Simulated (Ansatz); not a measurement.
## Two runs on Y

System: Y (2 atoms in the cell).
Method of the first run: Kohn-Sham DFT of a periodic cell, PBEsol, all-electron LAPW, scalar-relativistic, no spin polarisation (Ansatz 0.2.0).

The structure derives from an entry of the Crystallography Open Database. Text and figures count atoms from 1; the logs count them from 0 in places.

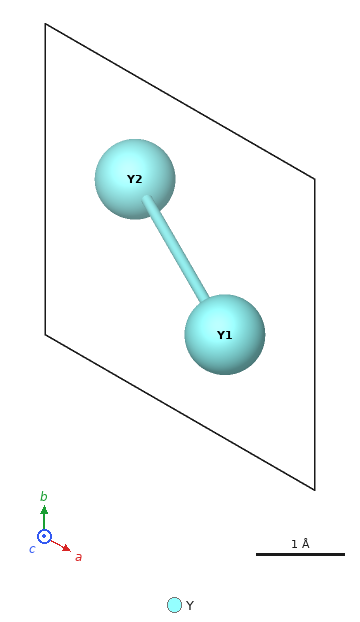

Fig. 1: The structure as given in the input (ball-and-stick view of the cell of the calculation, along the c axis; atoms are numbered from 1 in the order of the input). Near neighbours in the crystal (not all of them lie inside the picture): Y has 12 Y at 3.48 to 3.57 Å.

### Input, the first run
```yaml
crystal:
  lattice:
    - [3.5729423729, 0.0, 0.0]
    - [-1.7864711865, 3.0942588613, 0.0]
    - [0.0, 0.0, 5.6136161546]
  atoms:
    - { symbol: "Y", position: [0.6666666667, 0.3333333333, 0.75] }
    - { symbol: "Y", position: [0.3333333333, 0.6666666667, 0.25] }
kpoints:
  mp_grid: { grid: [8, 8, 5] }
scf:
  occupations: { method: fermi_dirac, width: 0.05 }
hamiltonian:
  xc: pbesol
  pseudopotentials: { kind: all_electron, lapw: { basis_error: 0.0005 } }
output:
  forces: true
  stress: true
  eigenvalues: true
```

Command:
```bash
ansatz run input.yaml --threads 1 --pin off --max-ram 3072MiB --backend cpu --events-out ev --progress --plain --runs-dir out
```

Hardware: 1 thread of Arm Neoverse V2, 24 GiB of memory available, shared host.

### Output, shortened to warnings, some set-up lines, iterations and results (the first run)
```
Basis set: ecut = 149.3972639632734 eV, 263 PW (Γ), exchange–correlation at level 2
Symmetry: 24 space group operations
k-points: 30 of 320
Initial density: superposition of atomic densities (chi_scale 0.1, normalization cell)
[...]
SCF iter   1: F=—  HF=-184131.531871 eV  |F-HF|=—  |Δ(HF+E_count)|=         —  Δρ=9.20e-3  dr2=5.72e-2  ethr=1.35e-4  ⟨swp⟩=3.0  Hψ=4924  notcnv=0
SCF iter   2: F=—  HF=-184131.484152 eV  |F-HF|=—  |Δ(HF+E_count)|=   4.77e-2  Δρ=5.86e-3  dr2=2.55e-2  ethr=1.35e-4  ⟨swp⟩=2.0  Hψ=2502  notcnv=0
SCF iter   3: F=—  HF=-184131.480783 eV  |F-HF|=—  |Δ(HF+E_count)|=   3.37e-3  Δρ=3.04e-3  dr2=7.76e-3  ethr=6.08e-5  ⟨swp⟩=2.0  Hψ=2446  notcnv=0
SCF iter   4: F=—  HF=-184131.480945 eV  |F-HF|=—  |Δ(HF+E_count)|=         —  Δρ=9.76e-4  dr2=9.45e-4  ethr=1.85e-5  ⟨swp⟩=2.0  Hψ=2447  notcnv=0
SCF iter   5: F=—  HF=-184131.480902 eV  |F-HF|=—  |Δ(HF+E_count)|=   4.35e-5  Δρ=2.85e-4  dr2=7.61e-5  ethr=1.81e-7  ⟨swp⟩=2.0  Hψ=4054  notcnv=0
SCF iter   6: F=—  HF=-184131.480901 eV  |F-HF|=—  |Δ(HF+E_count)|=   5.18e-7  Δρ=1.08e-4  dr2=1.00e-5  ethr=1.81e-7  ⟨swp⟩=2.0  Hψ=2447  notcnv=0
SCF iter   7: F=—  HF=-184131.480901 eV  |F-HF|=—  |Δ(HF+E_count)|=   4.09e-7  Δρ=1.31e-5  dr2=1.39e-7  ethr=2.39e-8  ⟨swp⟩=2.0  Hψ=2447  notcnv=0
SCF iter   8: F=-184131.480901 eV  HF=-184131.480901 eV  |F-HF|=4.39e-9  |Δ(HF+E_count)|=  7.28e-10  Δρ=4.36e-6  dr2=1.59e-8  ethr=3.31e-10  ⟨swp⟩=2.5  Hψ=2463  notcnv=0
SCF 1 converged in 8 iterations: F = -184131.480901 eV  dr2 = 1.59e-8
SCF converged after 8 iterations
Free energy (F): -184131.480901 eV
Harris-Foulkes:  -184131.480901 eV  (|F-HF|=4.39e-9)
Internal energy: -184131.441165 eV  (E = F + TS)
E sigma→0 (E₀):  -184131.461033 eV
Entropy (-TS):   -0.039736 eV (-19.868 meV/atom)
Fermi energy:    11.401526 eV
--- Per-component energies (eV) ---
  E_band       = -2874.733892
  E_kinetic    = 189873.373626
  E_xc         = -5861.299075
  E_electrostatic = -368143.515715  (all electrons and nuclei)
  E_smearing   = -0.039736  (= −TS)
  E_closure    = 0.000000  (closes the sum)
  E_atoms      = -184121.560949  (free atoms, spherical and without spin; not in F)
  Σ components = -184131.480901   (vs F -184131.480901, Δ=0.00e0)
  Basis errors (estimates in eV, not in F): energy 7.4e-5 per atom: plane waves 5.1e-5 (2.7e-5 summed), levels above the bands 9.6e-25, relativity 1.7e-8, radial functions 2.2e-5, core shells 1.5e-7; eigenvalues (radial functions only) 3.2e-7; not estimated: angular momenta, meshes, grids; target …
--- Forces (eV/Å), atoms counted from 1 ---
  atom   1  Y      0.00000000     0.00000000     0.00000000
  atom   2  Y     -0.00000000    -0.00000000     0.00000000
  max |Σ_I F_I| component: 1.85e-17 eV/Å
--- Stress (GPa, compression-positive) ---
        0.500477      -0.000000       0.000000
       -0.000000       0.500477       0.000000
        0.000000       0.000000       0.186855
  P = ⅓ Tr σ = 0.3959 GPa (3.959 kbar)
```

The input of the second run differs as follows (lines with − go, lines with + come):
```diff
-    - [3.5729423729, 0.0, 0.0]
-    - [-1.7864711865, 3.0942588613, 0.0]
-    - [0.0, 0.0, 5.6136161546]
+    - [3.6953976095, 0.0, 0.0]
+    - [-1.8476988047, 3.2003082069, 0.0]
+    - [0.0, 0.0, 5.8060112795]
```

How does the second run compare with the first run?

With the same functional and potentials, the second run lies 33.0 meV per atom higher. The pressure goes from 0.40 to −3.36 GPa. The volume per atom goes from 31.03 to 34.33 Å³. The number of SCF iterations is the same.

### Output, shortened to warnings, some set-up lines, iterations and results (the second run)
```
Basis set: ecut = 139.23010874497197 eV, 263 PW (Γ), exchange–correlation at level 2
Symmetry: 24 space group operations
k-points: 30 of 320
Initial density: superposition of atomic densities (chi_scale 0.1, normalization cell)
[...]
SCF iter   1: F=—  HF=-184131.472964 eV  |F-HF|=—  |Δ(HF+E_count)|=         —  Δρ=9.10e-3  dr2=6.58e-2  ethr=1.55e-4  ⟨swp⟩=3.1  Hψ=4961  notcnv=0
SCF iter   2: F=—  HF=-184131.418499 eV  |F-HF|=—  |Δ(HF+E_count)|=   5.45e-2  Δρ=5.78e-3  dr2=2.94e-2  ethr=1.55e-4  ⟨swp⟩=2.0  Hψ=2529  notcnv=0
SCF iter   3: F=—  HF=-184131.414701 eV  |F-HF|=—  |Δ(HF+E_count)|=   3.80e-3  Δρ=3.01e-3  dr2=9.09e-3  ethr=7.01e-5  ⟨swp⟩=2.0  Hψ=2448  notcnv=0
SCF iter   4: F=—  HF=-184131.414939 eV  |F-HF|=—  |Δ(HF+E_count)|=   2.39e-4  Δρ=1.04e-3  dr2=1.26e-3  ethr=2.16e-5  ⟨swp⟩=2.0  Hψ=2445  notcnv=0
SCF iter   5: F=—  HF=-184131.414931 eV  |F-HF|=—  |Δ(HF+E_count)|=   8.76e-6  Δρ=2.96e-4  dr2=9.90e-5  ethr=2.36e-7  ⟨swp⟩=2.0  Hψ=4056  notcnv=0
SCF iter   6: F=—  HF=-184131.414927 eV  |F-HF|=—  |Δ(HF+E_count)|=   3.93e-6  Δρ=1.18e-4  dr2=1.41e-5  ethr=2.36e-7  ⟨swp⟩=2.0  Hψ=2448  notcnv=0
SCF iter   7: F=—  HF=-184131.414926 eV  |F-HF|=—  |Δ(HF+E_count)|=   6.95e-7  Δρ=1.49e-5  dr2=2.19e-7  ethr=3.36e-8  ⟨swp⟩=2.0  Hψ=2448  notcnv=0
SCF iter   8: F=-184131.414926 eV  HF=-184131.414926 eV  |F-HF|=5.76e-9  |Δ(HF+E_count)|=   5.56e-9  Δρ=4.86e-6  dr2=2.31e-8  ethr=5.22e-10  ⟨swp⟩=2.5  Hψ=2464  notcnv=0
SCF 1 converged in 8 iterations: F = -184131.414926 eV  dr2 = 2.31e-8
SCF converged after 8 iterations
Free energy (F): -184131.414926 eV
Harris-Foulkes:  -184131.414926 eV  (|F-HF|=5.76e-9)
Internal energy: -184131.373870 eV  (E = F + TS)
E sigma→0 (E₀):  -184131.394398 eV
Entropy (-TS):   -0.041056 eV (-20.528 meV/atom)
Fermi energy:    10.122769 eV
--- Per-component energies (eV) ---
  E_band       = -2939.558472
  E_kinetic    = 189868.728620
  E_xc         = -5859.486959
  E_electrostatic = -368140.615531  (all electrons and nuclei)
  E_smearing   = -0.041056  (= −TS)
  E_closure    = 0.000000  (closes the sum)
  E_atoms      = -184121.560949  (free atoms, spherical and without spin; not in F)
  Σ components = -184131.414926   (vs F -184131.414926, Δ=0.00e0)
  Basis errors (estimates in eV, not in F): energy 6.6e-5 per atom: plane waves 4.8e-5 (2.5e-5 summed), levels above the bands 4.7e-23, relativity 1.7e-8, radial functions 1.8e-5, core shells 5.5e-8; eigenvalues (radial functions only) 4.7e-7; not estimated: angular momenta, meshes, grids; target …
--- Forces (eV/Å), atoms counted from 1 ---
  atom   1  Y      0.00000000    -0.00000000    -0.00000000
  atom   2  Y     -0.00000000     0.00000000     0.00000000
  max |Σ_I F_I| component: 3.70e-17 eV/Å
--- Stress (GPa, compression-positive) ---
       -3.200964       0.000000       0.000000
        0.000000      -3.200964      -0.000000
        0.000000      -0.000000      -3.666099
  P = ⅓ Tr σ = -3.3560 GPa (-33.560 kbar)
```

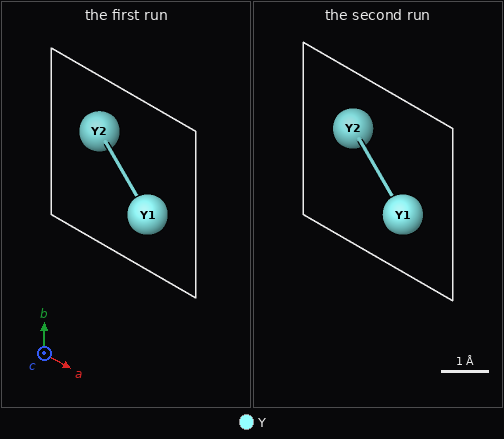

Fig. 2: The two input geometries at one scale (ball-and-stick view of the cell of the calculation, along the c axis). No atom moves by more than 0.005 Å relative to the cell. The drawn cell changes as follows: a = b 3.573 → 3.695 Å (+3.4 %), c 5.614 → 5.806 Å (+3.4 %); the volume changes by +10.6 %. Among the contacts that change: Y1–Y1 3.573 → 3.695 Å, Y1–Y2 3.483 → 3.603 Å.

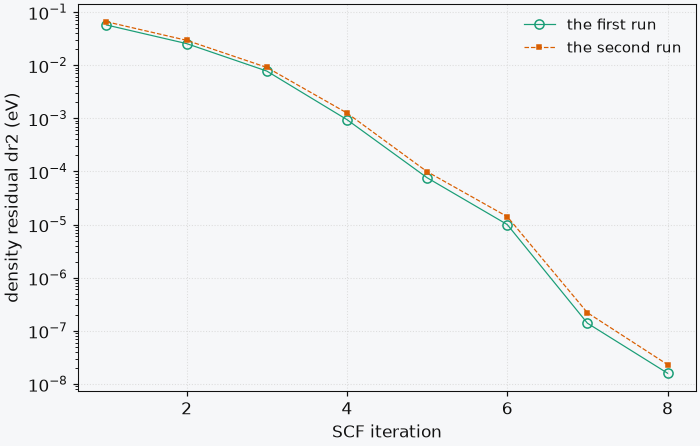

Fig. 3: Convergence of the two runs: density residual dr2 against the SCF iteration. The first run takes 8 iterations in all, and the second run takes 8.

### The two runs side by side

| quantity | the first run | the second run |
| --- | --- | --- |
| outcome | converged | converged |
| free energy per atom (eV) | −92065.7405 | −92065.7075 |
| energy per atom, smearing taken to zero (eV) | −92065.7305 | −92065.6972 |
| gap on the mesh (eV) | 0.00 | 0.00 |
| pressure (GPa) | 0.40 | −3.36 |
| volume per atom (Å³) | 31.03 | 34.33 |
| largest force (eV/Å) | 0.000 | 0.000 |
| SCF iterations | 8 | 8 |
| irreducible k-points | 30 | 30 |
| plane waves at Γ | 263 | 263 |
| wall time (shared host) | 6 s | 5.6 s |
